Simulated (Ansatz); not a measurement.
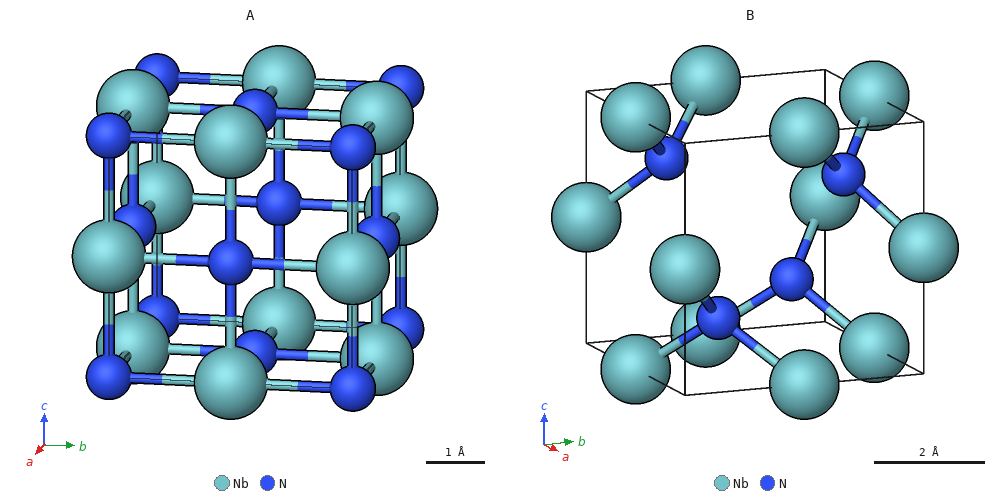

Two structures of Nb3N4, each relaxed to rest (conventional cells in solid outline, small ones repeated, not to one scale). Method: DFT PBE, scalar-relativistic, plane waves, PAW (Ansatz), without spin polarisation.

Give the type and space group of each.

Answer. A: 7 atoms a cell on a primitive cubic lattice, Pm-3m. B: 7 atoms a cell on a primitive cubic lattice, P-43m.

Which has the lower energy, and by how much?

Answer. A is lower, by 341 meV/atom at this level of theory (energies at zero smearing). Volumes: A 11.4, B 15.0 Å³/atom.

One or both may be structure types tried for this composition rather than known phases.
